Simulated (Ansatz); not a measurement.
The calculation's input:

```
crystal:
  lattice:
    - [0.0, 2.82891, 2.82891]
    - [2.82891, 0.0, 2.82891]
    - [2.82891, 2.82891, 0.0]
  atoms:
    - { symbol: Ge, position: [0.75, 0.75, 0.75] }
    - { symbol: Ge, position: [0.5, 0.5, 0.5] }
hamiltonian:
  xc: lda
  pseudopotentials: { kind: paw }
kpoints:
  mp_grid: { grid: [8, 8, 8] }
scf:
  occupations: { method: fermi_dirac, width: 0.05 }
output:
  forces: true
  stress: true
  eigenvalues: true
  write_density: true
  write_potential: true
  elf: true
  volumetric_format: npy
```

Launched as:

```sh
ansatz run input.yaml --threads 2 --pin off --max-ram 5632MiB --backend cpu --events-out ev --progress --plain --runs-dir out
```

Below, planes, directions and counts refer to the conventional cell (a = 5.66 Å, b = 5.66 Å, c = 5.66 Å, α = 90.00°, β = 90.00°, γ = 90.00°).

Space group Fd-3m.

Theory: Kohn-Sham DFT of a periodic cell, LDA, Ansatz PAW (Ansatz).

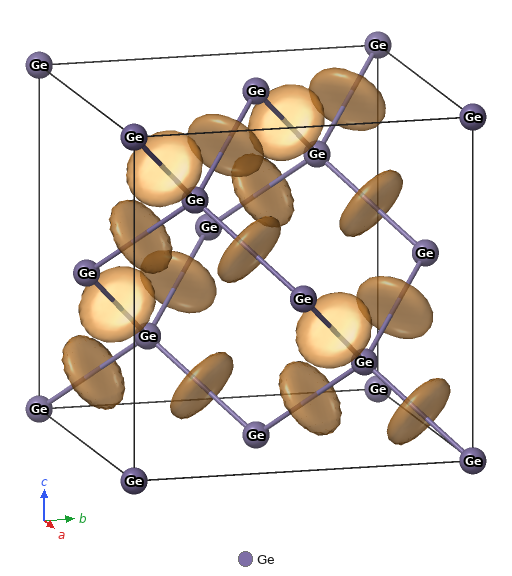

Ge. Isosurface of the electron localisation function at 0.65 (orange), seen slightly off an axis. Only the valence region is drawn (cores and ρ < 0.01 e/Å³ removed). Sticks mark near contacts.

In a PAW calculation such maps are meaningful between the atoms, not at the nuclei.

### Describe the localisation domains.

The surface consists of 16 regions between bonded Ge–Ge atoms, counted in one cell of 8 atoms. Any copies at cell faces, edges or corners count once. Along the contacts the grid gives the following. Ge–Ge (2.45 Å): the ELF peaks at about 0.75 between the atoms.
